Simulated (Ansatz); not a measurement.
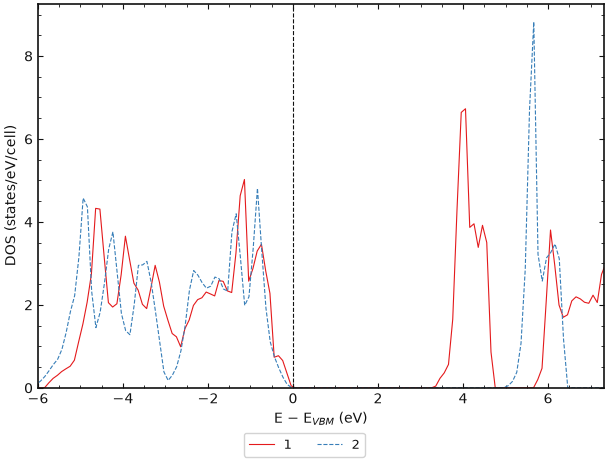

Total densities of states of ZrO₂, space group Fm-3m (No. 225), 3 atoms in the cell, by two methods on the same cell. Each is counted from its own valence-band top.

Q: Which curve is which? The methods: HSE06, PBE.

A: 1 is PBE; 2 is HSE06. PBE gives a gap of 3.32 eV and HSE06 gives a gap of 4.93 eV.

Settings. PBE: DFT PBE, scalar-relativistic, plane waves, PAW, no spin polarisation, 8×8×8 k mesh, 420 eV cutoff, Gaussian smearing of 0.02 eV (Ansatz). HSE06: DFT HSE06, scalar-relativistic, plane waves, PAW, no spin polarisation, 6×6×6 k mesh, 420 eV cutoff, Gaussian smearing of 0.02 eV (Ansatz).
